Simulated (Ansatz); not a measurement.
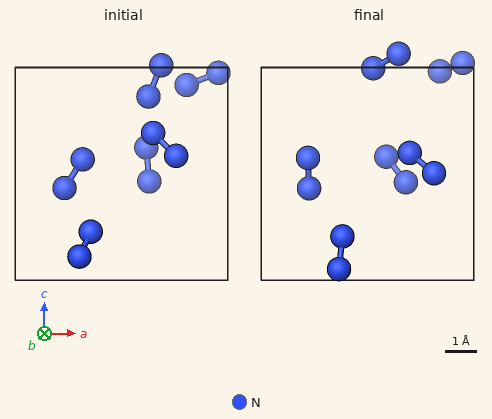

The structure of an amorphous cell of composition N before (left) and after (right) a relaxation, at one scale.

The picture is a ball-and-stick view of the cell of the calculation, seen along the b axis.

The cell holds 6 N2. The run prepares the start of a later molecular dynamics calculation, from a guessed geometry.

Computed with Ansatz 0.2.0, DFT PBE-D3(BJ), scalar-relativistic, plane waves, PAW. Settings: plane-wave cutoff 420 eV; k-point mesh 1 × 1 × 1; occupations fermi dirac; smearing width 0.05 eV; no spin polarisation; atoms relaxed in a fixed cell; force threshold 0.3 eV/Å; at most 15 steps.

### Summarise the run.

The atom that moves furthest is an N atom (1.19 Å along [−2 −1 3]). The lattice vectors keep their values. Near-neighbour distances that change, for instance: N–N 1.130 → 1.102 Å. The energy falls by 139 meV per atom in 8 accepted moves (10 points after the start). Largest force component: 4.5 eV/Å at the start, 0.2 eV/Å at the end. The line search rejected the trial step at point 7 of the run. 1 step only repeated the SCF at the same geometry. The forces were under the threshold at step 5, but the run went on from there.

Limits of the set-up: the periodic images lie only 7.0 Å apart, so the values are limited by the cell's size.
